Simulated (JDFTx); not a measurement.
# RbBr: 6 runs along one coordinate

System: RbBr (Fm-3m, 2 atoms in the cell).
Method: Kohn-Sham DFT of a periodic cell, r2SCAN, SG15-PBE-1.2, no spin polarisation (JDFTx 1.7.0 (patched build)).

The 6 runs differ only in the geometry, by an even scaling of the cell at fixed fractional positions. The structure derives from an entry of the Crystallography Open Database.

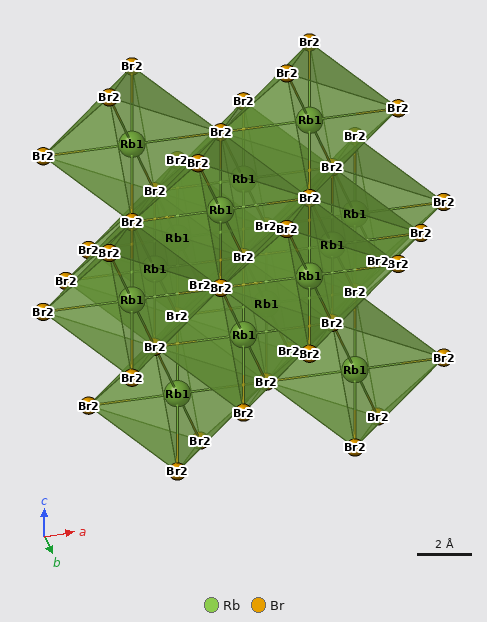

Figure 1. The structure of run 4 (polyhedral view of the cell 4 times as large as that of the calculation, set on its symmetry axes, seen at an oblique angle; polyhedra are completed across the faces of the cell; atoms are numbered from 1 in the order of the input). An atom can appear more than once, as a periodic image.

## Input of run 4
```
lattice Face-Centered Cubic 13.0379614036
coords-type Lattice
ion Rb     0.0000000000     0.0000000000     0.0000000000 1
ion Br     0.5000000000     0.5000000000     0.5000000000 1

ion-species pseudo/Rb.upf
ion-species pseudo/Br.upf
elec-cutoff 40 320
elec-ex-corr mgga-x-r2scan mgga-c-r2scan
kpoint-folding 5 5 5
elec-smearing Fermi 0.0018374661
elec-n-bands 14
electronic-SCF nIterations 100 energyDiffThreshold 1e-09
electronic-minimize nIterations 30 energyDiffThreshold 1e-7
forces-output-coords Cartesian

dump-name run.$VAR
dump End Ecomponents EigStats BandEigs Kpoints Forces Stress ElecDensity KEdensity
```

Command:
```bash
jdftx -c 1 -i RbBr.in -o RbBr.out
```

Lattice vectors (Å) and fractional positions of run 4:
```
   0.000000    3.449696    3.449696
   3.449696    0.000000    3.449696
   3.449696    3.449696    0.000000
Rb  0.000000  0.000000  0.000000
Br  0.500000  0.500000  0.500000
```

Run 2 has the same physical settings and fractional positions; its lattice vectors (Å) are:
```
   0.000000    3.380684    3.380684
   3.380684    0.000000    3.380684
   3.380684    3.380684    0.000000
```

## Results, with one run withheld

```csv
run,volume per atom (Å³),"free energy per atom, from the lowest run given (meV)",pressure (GPa),gap on the mesh (eV)
1,37.833,17.72,1.67,5.01
2,38.638,?,?,?
3,39.443,5.23,0.84,4.89
4,41.053,0.21,0.18,4.79
5,41.858,0.00,−0.09,4.74
6,42.663,1.09,−0.34,4.70
```

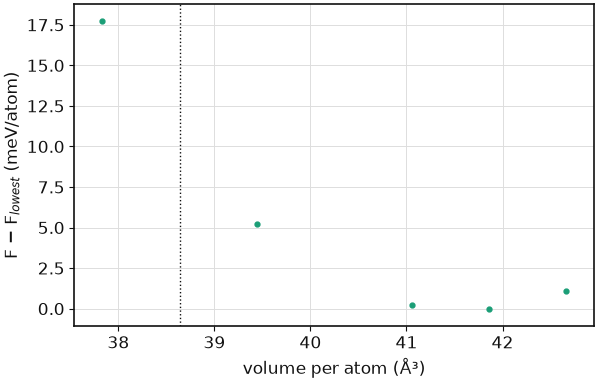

Figure 2. Free energy per atom of the runs given; the dotted line marks run 2.

What should run 2 give?

A cubic polynomial in V^(−2/3) (the Birch–Murnaghan form), fitted to the 5 runs given, misses them by under 0.01 meV per atom. With x = V^(−2/3) − 0.08478 Å⁻², it reads F = 1.1747 + 1735.8 x + 6.043e+05 x² + 3.8762e+06 x³ (meV per atom). At run 2 it gives 10.43 meV per atom, and the run itself gives 10.43. The slope of the fit gives a pressure −dF/dV of 1.23 GPa there, and the run prints 1.23 GPa. The fit has its minimum at 41.577 Å³ per atom, where V d²F/dV² gives 14 GPa: the bulk modulus at this level, since symmetry fixes the shape and the positions. The gap on the mesh goes, without turning, from 5.01 eV in run 1 to 4.70 eV in run 6; run 2 has 4.95 eV. These are gaps of this functional on this mesh, which can miss the band edges; they aren't the measured gap.

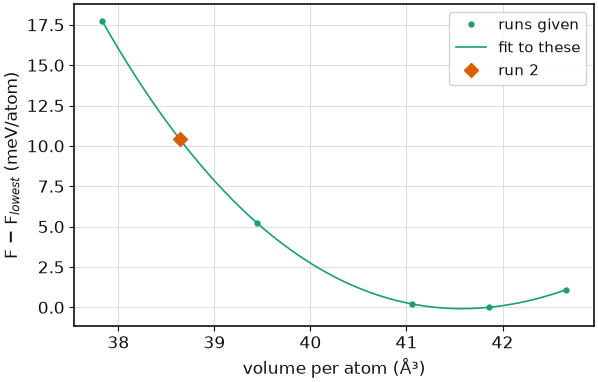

Figure 3. The fit and the withheld run.

## Some lines of the output (run 2)
```
[...]
unit cell volume = 521.483
     Etot =      -38.1212796392446762
        F =      -38.1212796392446762
	HOMO-LUMO gap: +0.181817
	Optical gap  : +0.181817 at state 0 ( [ +0.000000 +0.000000 +0.000000 ] spin 0 )
```

Notes: Points of doubt noted for this run: coarse mesh; metagga forces on grid.
